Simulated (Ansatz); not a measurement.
# C: a failed or faulty run and its cure

System: C (Cmme, 4 atoms in the cell).
Method of the first run: DFT LDA, scalar-relativistic, plane waves, PAW, no spin polarisation (Ansatz 0.2.0).

The structure derives from a Materials Project entry. The run did not end well. Text and figures count atoms from 1; the logs count them from 0 in places.

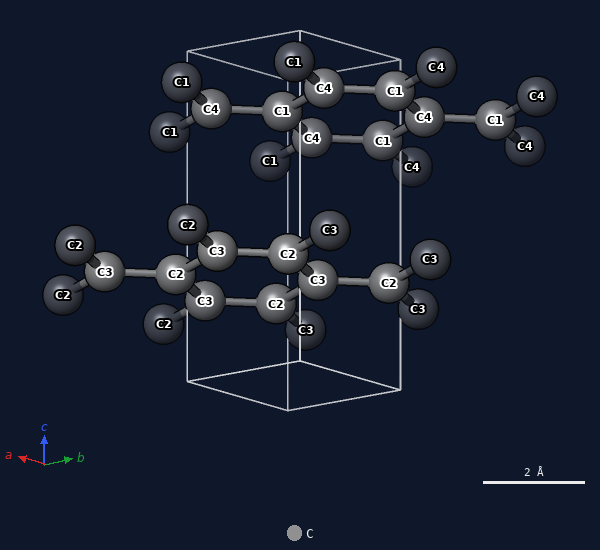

Figure 1. The structure (ball-and-stick view of the cell of the calculation, repeated 2 × 2 × 1, seen at an oblique angle; neighbours outside the cell are drawn fainter; atoms are numbered from 1 in the order of the input). An atom can appear more than once, as a periodic image. Near neighbours in the periodic cell (some may lie outside the picture): C has 3 C at 1.42 Å.

The input, the first run:
```yaml
crystal:
  lattice:
    - [1.22804797, -2.12706182, 0.0]
    - [1.22804797, 2.12706182, 0.0]
    - [0.0, 0.0, 7.17326776]
  atoms:
    - { symbol: C, position: [0.08337946, 0.91662054, 0.7531376] }
    - { symbol: C, position: [0.58337946, 0.41662054, 0.2468624] }
    - { symbol: C, position: [0.91662054, 0.08337946, 0.2468624] }
    - { symbol: C, position: [0.41662054, 0.58337946, 0.7531376] }
basis:
  ecutwfc: 420
kpoints:
  mp_grid: { grid: [18, 18, 6] }
hamiltonian:
  xc: lda
scf:
  occupations: { method: gaussian, width: 0.1 }
  max_iter: 3
output:
  forces: true
  stress: true
  eigenvalues: true
```

Launched with:
```bash
ansatz run input.yaml --threads 1 --pin off --max-ram 2560MiB --backend cpu --events-out ev --progress --plain --runs-dir out
```

Hardware: 1 thread of AMD EPYC (Zen 3), 189 GiB of memory available, shared host.

Output (the first run):
```
Engine: ansatz 0.2.0, x86_64-unknown-linux-gnu
Pseudopotentials: kind: paw
Pseudopotential: C, paw, valence charge 4, recommended cutoff 420 eV (normal), C.paw.azcp
Functional definition: SPW92
  exchange = slater_x
  correlation = pw_c
Crystal: 4 atoms, lattice volume = 37.475 Å³
Basis set: ecut = 420 eV, 713 PW (Γ)
Bands: 12, of which v1, the nominal top of the filled ones, is band 8 counted from 1 (7 counted from 0)
Symmetry: 8 space group operations
Space group: Cmme (ITA 67), of the structure as read, at distance tolerance 3.3e-5 Å
k-points: 364 of 1944
Non-local potential: C, projectors of the file, l = 0: 2, l = 1: 2, l = 2: 1
PAW form: soft (Blöchl's): semilocal exchange-correlation on the pseudo side does not see the compensation charge
PAW frozen core: C, regenerated for the run's functional, and the local potential with it (the file was generated under x = pbe(κ = 0.804, μ = 0.2195149727645171), c = pbe(β = 0.06672455060314922))
PAW one-centre angular grid: C, 110 points (default); XC on 64 Gauss nodes
Initial density: superposition of atomic densities (neutral atoms: chi_scale 0, normalization atom), corrected by the library's trained network
Initial wavefunctions: pseudopotential atomic-orbital guess
Functional: x = slater, c = lda
SCF iter   1: F=—  HF=-971.912777 eV  |F-HF|=—  |Δ(HF+E_count)|=         —  Δρ=6.14e-3  dr2=4.72e-3  ethr=1.77e-3  ⟨swp⟩=4.0  Hψ=47620  notcnv=0
preconditioner: auto → none  [metal: Δε(μ)=0.024 eV  Ē_g=15.501 eV  σ=0.100 eV  W_gap=0.14  n_scr=4 (ndim 8)  ℏωp=24.3 eV  f_vac=0.055  D(μ)=0.08/eV (n_scr^D=0)  sad-step TF]
SCF iter   2: F=—  HF=-971.911881 eV  |F-HF|=—  |Δ(HF+E_count)|=   8.96e-4  Δρ=3.39e-3  dr2=1.57e-3  ethr=2.95e-5  ⟨swp⟩=3.0  Hψ=24122  notcnv=0
SCF iter   3: F=—  HF=-971.911471 eV  |F-HF|=—  |Δ(HF+E_count)|=   4.10e-4  Δρ=1.43e-4  dr2=1.00e-5  ethr=9.79e-6  ⟨swp⟩=3.0  Hψ=24821  notcnv=0
Error: did not converge after 3 iterations: dr2 = 1.00e-5 (threshold 1.00e-7), under the density mixer `msr1`, which `scf.mixing.algorithm: auto` chose by the deck's other keys (type `scf.mixing.algorithm: msr1` to keep it); raise `scf.max_iter`, which need not help a stalled SCF, or adjust the mixing (`scf.mixing`) or, under a smearing, its width (`scf.occupations.width`, in either direction: another width is another result); this SCF holds its density and magnetisation to the symmetry operations that it keeps, and cannot end on a state that breaks one of them: if the state sought breaks one, re-run with `crystal.symmetry.detect: false`, without `crystal.symmetry.time_reversal: true`, on a non-collinear deck whose state breaks time reversal, with `crystal.symmetry.time_reversal: false` beside it (there exact exchange or a DFT+U term alone can polarise the run; a magnetic state wants starting moments), where the deck allows it (that run may end on another state, and need not converge either) — the other mixer that `auto` picks from is left to try (`scf.mixing.algorithm: broyden`); it can need more iterations, either can converge an SCF that the other leaves open, and the two can end on different states; the input reference at `scf.mixing.algorithm` says more, and from which start to try it
```

**What should be changed in this input?**

The run did not converge: “did not converge after 3 iterations: dr2 = 1.00e-5 (threshold 1.00e-7), under the density mixer `msr1`, which `scf.mixing.algorithm: auto` chose by the deck's other keys (type `scf.mixing.algorithm: msr1` to keep it) …” Its last values are not results.

A run of the same system that converges differs from this input as follows (lines with − go, lines with + come):
```diff
-  max_iter: 3
+  algorithm: direct_min
```

Output, shortened to warnings, some set-up lines, iterations and results (the second run):
```
Basis set: ecut = 420 eV, 713 PW (Γ)
Symmetry: 8 space group operations
k-points: 364 of 1944
Initial density: superposition of atomic densities (neutral atoms: chi_scale 0, normalization atom), corrected by the library's trained network
[...]
SCF iter   1: F=—  HF=-971.912653 eV  |F-HF|=—  |Δ(HF+E_count)|=         —  Δρ=6.13e-3  dr2=4.70e-3  ethr=1.77e-3  ⟨swp⟩=9.2  Hψ=22667  notcnv=0
SCF iter   2: F=—  HF=-971.911546 eV  |F-HF|=—  |Δ(HF+E_count)|=   1.11e-3  Δρ=6.56e-4  dr2=1.52e-4  ethr=8.93e-7  ⟨swp⟩=3.0  Hψ=16933  notcnv=0  defer=7
SCF iter   3: F=—  HF=-971.911474 eV  |F-HF|=—  |Δ(HF+E_count)|=   7.21e-5  Δρ=7.28e-5  dr2=1.64e-6  ethr=8.93e-7  ⟨swp⟩=2.2  Hψ=7428  notcnv=0  defer=3
SCF iter   4: F=-971.911473 eV  HF=-971.911473 eV  |F-HF|=5.24e-9  |Δ(HF+E_count)|=   4.10e-7  Δρ=8.15e-6  dr2=1.00e-8  ethr=1.02e-8  ⟨swp⟩=3.0  Hψ=9788  notcnv=0  defer=4
SCF 1 converged in 4 iterations: F = -971.911473 eV  dr2 = 1.00e-8
  Residual-converged pass: ⟨swp⟩=3.7  Hψ=10956  notcnv=0  max |occ|·‖R‖ = 6.7e-6 eV (tolerance 6.7e-6 eV)  dr2=1.01e-8  dr2_onsite=1.50e-10  max |Δocc| = 2.6e-9
SCF converged after 4 iterations
Stability not checked: this state was not tested for a lower state beside it, because a direct minimisation reached the state, and no test of it is asked (direct_minimisation; see scf.lower_state_search)
Free energy (F): -971.911473 eV
Harris-Foulkes:  -971.911473 eV  (|F-HF|=5.24e-9)
Internal energy: -971.911079 eV  (E = F + TS)
E sigma→0 (E₀):  -971.911276 eV
Entropy (-TS):   -0.000394 eV (-0.098 meV/atom)
Fermi energy:    6.051240 eV
--- Per-component energies (eV) ---
  E_band       = -48.567380
  E_kinetic    = 364.313740
  E_local      = -691.602863  (includes V_loc(G=0)·N_el)
  E_nonlocal   = 113.845514
  E_hartree    = 216.017965
  E_xc         = -190.114431
  E_vxc        = -236.360657  (∫ρ·V_xc dr)
  E_paw        = -367.668985  (= ΣΔE_a)
  E_vpaw       = -30.797632  (= ΣTr[D̂ρ^β])
  E_aug_tail   = 0.000035  (compensation charges beyond the density's cutoff)
  E_ewald      = -416.953384
  E_core_change = 0.251330  (= ΣΔE_core)
  E_smearing   = -0.000394  (= −TS)
  E_closure    = 0.000000  (closes the sum)
  Σ components = -971.911473   (vs F -971.911473, Δ=0.00e0)
--- Forces (eV/Å), atoms counted from 1 ---
  atom   1  C      0.00000000     0.02592070    -0.00290804
  atom   2  C      0.00000000     0.02592070     0.00290804
  atom   3  C     -0.00000000    -0.02592070     0.00290804
  atom   4  C     -0.00000000    -0.02592070    -0.00290804
  max |Σ_I F_I| component: 3.33e-16 eV/Å
--- Stress (GPa, compression-positive) ---
       -5.255995      -0.000000       0.000000
       -0.000000      -5.415760      -0.000000
        0.000000      -0.000000      -1.103708
  P = ⅓ Tr σ = -3.9252 GPa (-39.252 kbar)
```

The two runs side by side:

```csv
quantity,the first run,the second run
outcome,not converged,converged
free energy per atom (eV),–,−242.9779
gap on the mesh (eV),–,0.02
pressure (GPa),–,−3.93
volume per atom (Å³),–,9.37
largest force (eV/Å),–,0.026
irreducible k-points,–,364
plane waves at Γ,–,713
wall time (shared host),15 s,38 s
```
